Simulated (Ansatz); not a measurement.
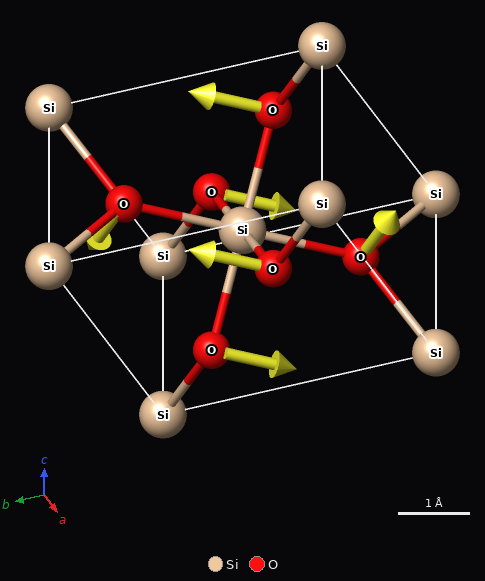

The lowest optical mode of a crystal of SiO$_{2}$, space group P4₂/mnm (No. 136), at the zone centre. The yellow arrows are the displacements of the atoms (eigenvector over the root of the mass), of arbitrary overall length and sign. Style: ball-and-stick. Shown: the cell of the calculation, from a free direction.

All numbers below come from DFT r2SCAN, scalar-relativistic, plane waves, PAW in Ansatz.

The input:
```yaml
crystal:
  lattice:
    - [4.1854060778, 0.0, 0.0]
    - [0.0, 4.1854060778, 0.0]
    - [0.0, 0.0, 2.6687449796]
  atoms:
    - { symbol: Si, position: [0.5, 0.5, 0.5] }
    - { symbol: Si, position: [0.0, 0.0, 0.0] }
    - { symbol: O, position: [0.6938852017, 0.6938852017, 0.0] }
    - { symbol: O, position: [0.1938852017, 0.8061147983, 0.5] }
    - { symbol: O, position: [0.3061147983, 0.3061147983, 0.0] }
    - { symbol: O, position: [0.8061147983, 0.1938852017, 0.5] }
basis:
  ecutwfc: 500
kpoints:
  mp_grid: { grid: [6, 6, 8] }
hamiltonian:
  xc: r2scan
scf:
  occupations: { method: gaussian, width: 0.05 }
output:
  eigenvalues: true
phonons:
  method: fd
  supercell: [1, 1, 1]
  amplitude: 0.02
  eigenvectors: true
  dielectric: false
```

Run as
```bash
ansatz run input.yaml --threads 2 --pin off --max-ram 5120MiB --backend cpu --events-out ev --progress --plain --runs-dir out
```

Frequencies are those without the non-analytic (LO–TO) term.

> Is the structure stable against all modes at this point?

Yes: this softest mode has a real frequency, and so have all others here. That speaks for this wave vector alone: the rest of the zone wasn't checked in this run. This is the B₁g mode at 232 cm⁻¹, the lowest optical level, Raman-active by symmetry. The Si atoms stay at rest; atoms of one kind move against one another, with no net shift of their sublattice; the O–Si bond lengths don't change to first order, so for these it is a bending, tilting or sliding motion.
